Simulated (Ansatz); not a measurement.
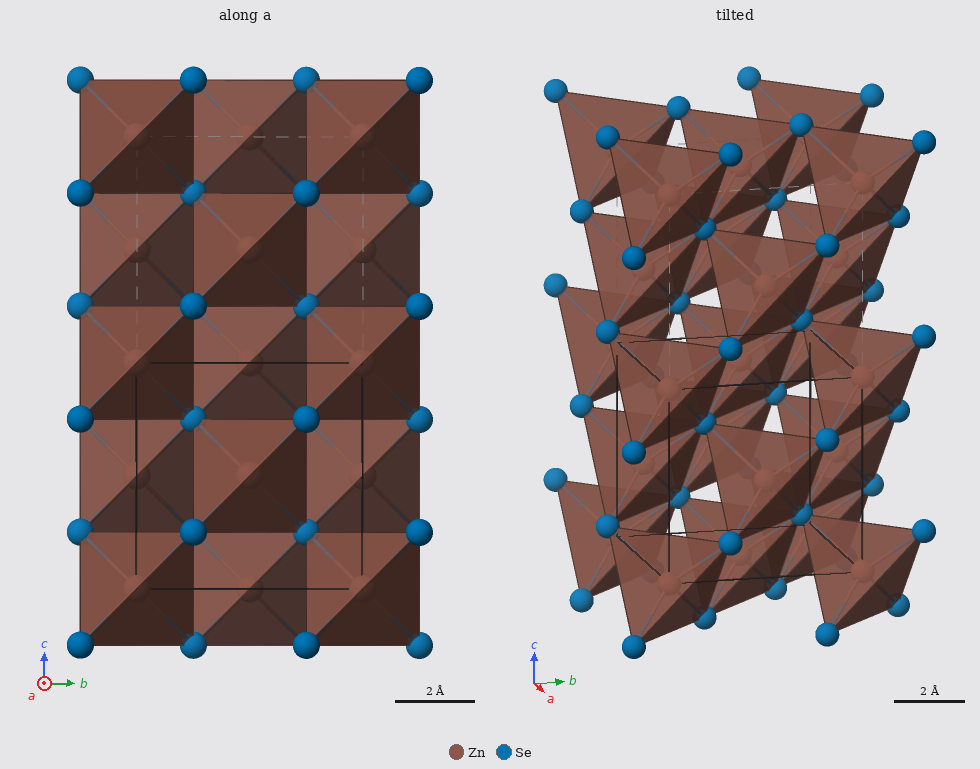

The crystal in a polyhedral representation, seen along the a axis and slightly off an axis. The structure is repeated 1×1×2 times; solid lines mark one drawn cell (a repeat of the simulation cell). Some neighbours outside the box are added.

ZnSe, a = 5.73 Å, b = 5.73 Å, c = 5.73 Å, α = 90.06°, β = 89.94°, γ = 90.06°.

Theory: DFT PBE, scalar-relativistic, plane waves, PAW (Ansatz). Numerical settings: plane waves to 420 eV, k-points about 0.24 Å⁻¹ apart, Gaussian smearing of 0.02 eV, no spin polarisation.

### Is the electronic structure metallic or gapped?

A semiconductor at this level, with a gap of 1.16 eV, direct.

### State the hydrostatic pressure.

The computed pressure is 0.1 GPa, close to zero.

It goes back to a structure listed in the Materials Project. The cell was then strained or its atoms displaced on purpose. An electronic-structure calculation with Ansatz was run on it.
